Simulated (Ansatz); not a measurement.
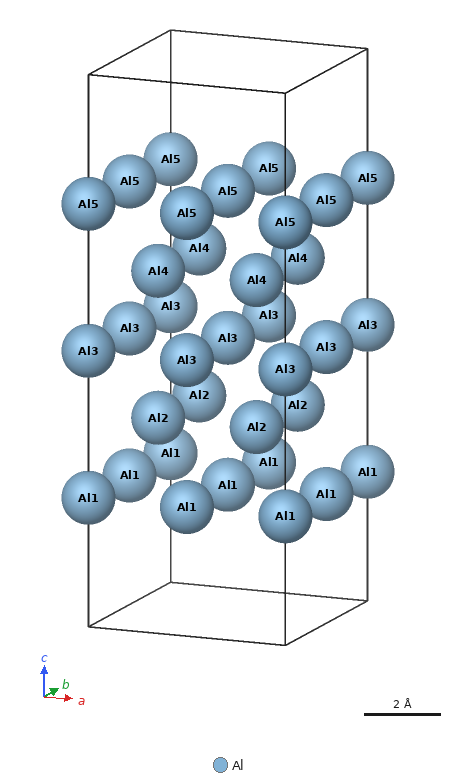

Fig. 1: The input geometry of the first run (spheres-only view of the 2 × 2 repeat of the cell, with the vacuum cut short, seen slightly off an axis; atoms are numbered from 1 in the order of the input). An atom can appear more than once, as a periodic image.

## Mending a single-point calculation on Al

System: Al (slab, 5 atoms in the cell).
Method of the first run: DFT, LDA, plane waves, PAW (Ansatz 0.2.0).

Text and figures count atoms from 1; the logs count them from 0 in places.

### Input file, the first run
```yaml
crystal:
  lattice:
    - [2.8168288156, 0.0, 0.0]
    - [0.0, 2.8168288156, 0.0]
    - [0.0, 0.0, 23.9672]
  atoms:
    - { symbol: Al, position: [0.0, 0.0, 0.3337896162] }
    - { symbol: Al, position: [0.5, 0.5, 0.4168948079] }
    - { symbol: Al, position: [0.0, 0.0, 0.5] }
    - { symbol: Al, position: [0.5, 0.5, 0.5831051921] }
    - { symbol: Al, position: [0.0, 0.0, 0.6662103838] }
kpoints:
  mp_grid: { grid: [14, 14, 1] }
scf:
  occupations: { method: fermi_dirac, width: 0.08 }
  max_iter: 60
hamiltonian:
  xc: lda
  pseudopotentials: { kind: paw }
output:
  forces: true
  stress: true
  eigenvalues: true
  populations: true
efield:
  axis: 3
  amplitude: 0
  dipole_correction: true
ENCUT: 60
```

Command:
```bash
ansatz run input.yaml --threads 2 --pin off --max-ram 4096MiB --backend cpu --events-out ev --progress --plain --runs-dir out
```

Hardware: 2 threads of Arm Neoverse V1, 24 GiB of memory available, shared host.

### Output (the first run)
```
Error: YAML parse error: error: line 29 column 1: unknown field `ENCUT`, expected one of crystal, accuracy, basis, kpoints, hamiltonian, magnetization, projection, total_charge, correlation, batch, efield, external_charges, scf, relax, neb, saddle, md, ramp, phonons, dielectric, real_time, elastic, magnetic_configurations, gw, evaluate, workflow, output, checkpoint, execution
  --> <input>:29:1
   |
27 |   amplitude: 0
28 |   dipole_correction: true
29 | ENCUT: 60
   | ^ unknown field `ENCUT`, expected one of crystal, accuracy, basis, kpoints, hamiltonian, magnetization, projection, total_charge, correlation, batch, efield, external_charges, scf, relax, neb, saddle, md, ramp, phonons, dielectric, real_time, elastic, magnetic_configurations, gw, evaluate, workflow, output, checkpoint, execution
```

Question: Diagnose this run and give a change of the input that cures it.

Answer: A setting was made wrong on purpose: a keyword of another program (`ENCUT`). The program refused the input: “YAML parse error: error: line 29 column 1: unknown field `ENCUT`, expected one of crystal, accuracy, basis, kpoints, hamiltonian, magnetization, projection, total_charge, correlation, batch, efield, external_charges, scf, relax, neb, saddle, md, ramp, phonons, dielectric, real_time, elastic, magnetic_configurations, …”

A run of the same system that converges differs from this input as follows (lines with − go, lines with + come):
```diff
-  max_iter: 60
-ENCUT: 60
```

### Output, shortened to warnings, some set-up lines, iterations and results (the second run)
```
Basis set: ecut = 420 eV, 3773 PW (Γ)
Symmetry: 8 space group operations
k-points: 36 of 196
Initial density: superposition of atomic densities (neutral atoms: chi_scale 0, normalization atom), corrected by the library's trained network
[...]
SCF iter   1: F=—  HF=-2563.329036 eV  |F-HF|=—  |Δ(HF+E_count)|=         —  Δρ=2.31e-3  dr2=1.91e-2  ethr=1.77e-3  p=0.000 e·Å  D=4.50e-14 V/Å  ΔV_dip=-0.00 eV  …
SCF iter   2: F=—  HF=-2563.324467 eV  |F-HF|=—  |Δ(HF+E_count)|=   4.57e-3  Δρ=6.24e-4  dr2=1.29e-3  ethr=1.27e-4  p=-0.000 e·Å  D=-6.08e-8 V/Å  ΔV_dip=0.00 eV  …
SCF iter   3: F=—  HF=-2563.324595 eV  |F-HF|=—  |Δ(HF+E_count)|=   1.27e-4  Δρ=2.10e-4  dr2=3.48e-4  ethr=8.58e-6  p=0.000 e·Å  D=6.82e-6 V/Å  ΔV_dip=-0.00 eV  …
SCF iter   4: F=—  HF=-2563.324554 eV  |F-HF|=—  |Δ(HF+E_count)|=   4.07e-5  Δρ=7.75e-5  dr2=4.59e-5  ethr=2.32e-6  p=0.000 e·Å  D=4.72e-7 V/Å  ΔV_dip=-0.00 eV  …
SCF iter   5: F=—  HF=-2563.324551 eV  |F-HF|=—  |Δ(HF+E_count)|=   3.06e-6  Δρ=1.62e-5  dr2=1.89e-6  ethr=3.06e-7  p=0.000 e·Å  D=4.52e-7 V/Å  ΔV_dip=-0.00 eV  …
SCF iter   6: F=-2563.324551 eV  HF=-2563.324551 eV  |F-HF|=1.81e-8  |Δ(HF+E_count)|=   2.15e-7  Δρ=2.37e-6  dr2=5.11e-8  ethr=6.67e-10  p=-0.000 e·Å  D=-4.12e-7 V/Å  …
SCF 1 converged in 6 iterations: F = -2563.324551 eV  dr2 = 5.11e-8
SCF converged after 6 iterations
Free energy (F): -2563.324551 eV
Harris-Foulkes:  -2563.324551 eV  (|F-HF|=1.81e-8)
Internal energy: -2563.274439 eV  (E = F + TS)
E sigma→0 (E₀):  -2563.299495 eV
Entropy (-TS):   -0.050113 eV (-10.023 meV/atom)
Fermi energy:    0.853835 eV
Dipole field:    D = -0.000009 V/Å  (p = -0.000010 e·Å, saw-weighted, corrected)
Work function:   Φ+ = 4.4469 eV   Φ− = 4.4467 eV
Levels:          The Fermi level and band energies are counted from a zero that moves with the ramp; work functions are not
--- Per-component energies (eV) ---
  E_band       = -50.344582
  E_kinetic    = 112.220293
  E_local      = -3444.861308  (includes V_loc(G=0)·N_el)
  E_nonlocal   = 55.817695
  E_hartree    = 1695.370287
  E_xc         = -194.986978
  E_vxc        = -144.224614  (∫ρ·V_xc dr)
  E_paw        = -2216.355225  (= ΣΔE_a)
  E_vpaw       = -20.030938  (= ΣTr[D̂ρ^β])
  E_aug_tail   = -0.000020  (compensation charges beyond the density's cutoff)
  E_efield     = 0.000000  (sawtooth field / dipole correction)
  E_vefield    = 0.000000  (∫n·V_field dr)
  E_ewald      = 1429.242234
  E_core_change = 0.278583  (= ΣΔE_core)
  E_smearing   = -0.050113  (= −TS)
  E_closure    = 0.000000  (closes the sum)
  Σ components = -2563.324551   (vs F -2563.324551, Δ=0.00e0)
--- Forces (eV/Å), atoms counted from 1 ---
  atom   1  Al    -0.00000000     0.00000000    -0.07421952
  atom   2  Al    -0.00000000     0.00000000    -0.00092884
  atom   3  Al    -0.00000000     0.00000000    -0.00000612
  atom   4  Al     0.00000000     0.00000000     0.00095062
  atom   5  Al     0.00000000     0.00000000     0.07420313
  max |Σ_I F_I| component: 7.33e-7 eV/Å
--- Stress (GPa, compression-positive) ---
       -1.440259       0.000000      -0.000000
        0.000000      -1.440259       0.000000
       -0.000000       0.000000       0.501439
  P = ⅓ Tr σ = -0.7930 GPa (-7.930 kbar)
--- Löwdin populations: 5 sites ---
  site symbol       q [e]
     0     Al      2.9541
     1     Al      2.9568
     2     Al      2.9558
     3     Al      2.9568
     4     Al      2.9541
  spilling = 0.014827 (of n_electrons = 15.000000)
```

### The two runs side by side

| quantity | the first run | the second run |
| --- | --- | --- |
| outcome | refused | converged |
| free energy per atom (eV) | – | −512.6649 |
| largest force (eV/Å) | – | 0.074 |
| SCF iterations | – | 6 |
| irreducible k-points | – | 36 |
| plane waves at Γ | – | 3773 |
